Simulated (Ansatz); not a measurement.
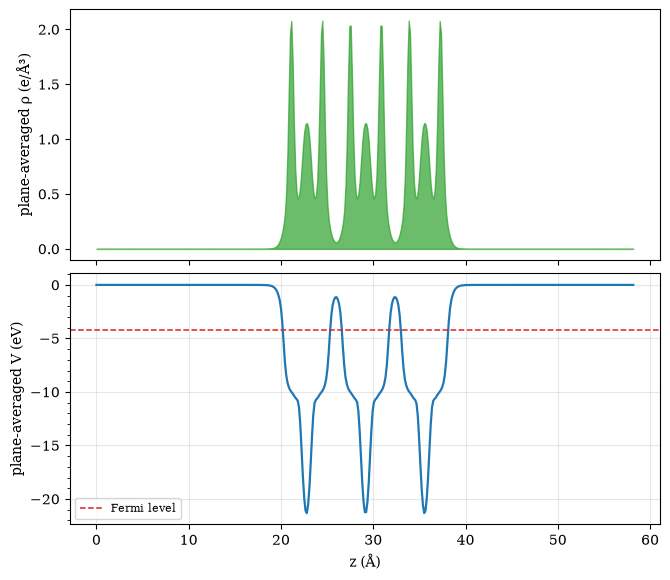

The picture shows: WSe2 (slab). Plane average of the electrostatic potential energy of an electron and of the valence charge density (pseudo) across the slab.

All numbers below come from DFT PBE+D3(BJ), spin-orbit coupling, plane waves, PAW (Ansatz 0.2.0).

Core electrons are frozen (PAW), and the valence fields are smoothed inside the atomic spheres.

> How far above the Fermi level of the calculation is the vacuum level?

4.2 eV. The slab has a gap, so the Fermi level lies inside it and this isn't a work function in the metallic sense.

> How thick is the slab, and how wide the vacuum?

The outermost nuclei are 16.2 Å apart, in 9 atomic planes; the vacuum between periodic images is 42.1 Å wide.
